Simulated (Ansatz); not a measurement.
System: Ga3Se.

The calculation's input:

```
crystal:
  lattice:
    - [4.3236103157, 0.0, 0.0]
    - [0.0, 4.3236103157, 0.0]
    - [0.0, 0.0, 8.6472206315]
  atoms:
    - { symbol: Ga, position: [0.0, 0.5, 0.25] }
    - { symbol: Ga, position: [0.0, 0.5, 0.75] }
    - { symbol: Ga, position: [0.5, 0.0, 0.25] }
    - { symbol: Ga, position: [0.5, 0.0, 0.75] }
    - { symbol: Ga, position: [0.5367977255, 0.5367977255, 0.0] }
    - { symbol: Ga, position: [0.4632022745, 0.4632022745, 0.5] }
    - { symbol: Se, position: [0.0232171505, 0.0232171505, 0.0] }
    - { symbol: Se, position: [-0.0232171505, -0.0232171505, 0.5] }
basis:
  ecutwfc: 420
kpoints:
  mp_grid: { grid: [12, 12, 6] }
hamiltonian:
  xc: pbe
  dispersion: d3bj
scf:
  occupations: { method: gaussian, width: 0.15 }
output:
  forces: true
  stress: true
  eigenvalues: true
  write_density: true
  write_potential: true
  elf: true
  volumetric_format: npy
```

Command:

```sh
ansatz run input.yaml --threads 2 --pin off --max-ram 5120MiB --backend cpu --events-out ev --progress --plain --runs-dir out
```

Below, planes, directions and counts refer to the conventional cell (a = 6.11 Å, b = 6.11 Å, c = 8.65 Å, α = 90.00°, β = 90.00°, γ = 90.00°).

Space group Cmcm; a structure from a database of computed crystals, not necessarily the ambient phase.

Level of theory: DFT PBE+D3(BJ), scalar-relativistic, plane waves, PAW (Ansatz).

Question: Predict the valence pseudo-density and electron localisation function between the atoms.

Answer: Ga–Se (2.99 Å): ρ at the midpoint is about 0.19 e/Å³; the ELF is about 0.30 at the midpoint.
Ga–Se (3.13 Å): ρ at the midpoint is about 0.15 e/Å³; the ELF is about 0.25 at the midpoint.

Question: Does the calculation make it a metal, or give it a gap?

Answer: It is gapless in this calculation (a metal or semimetal).

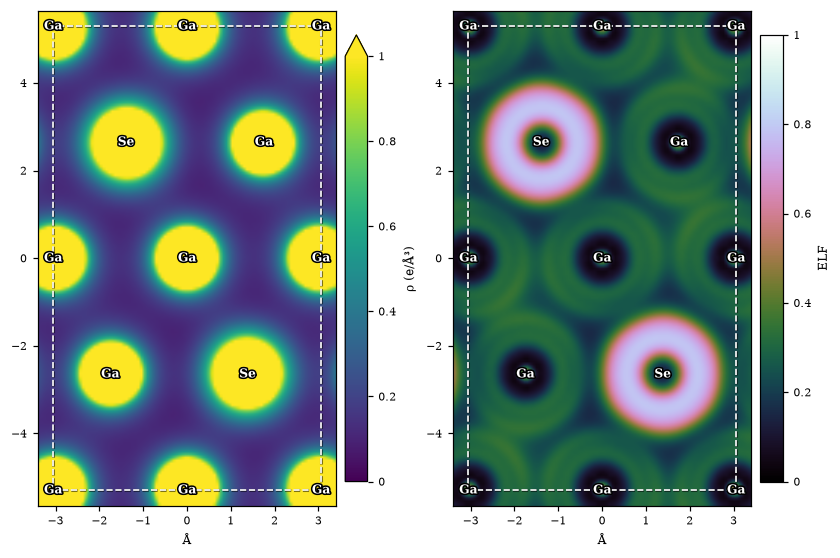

Computed valence pseudo-density and electron localisation function on the (101̄) plane of the conventional cell, in this order. 
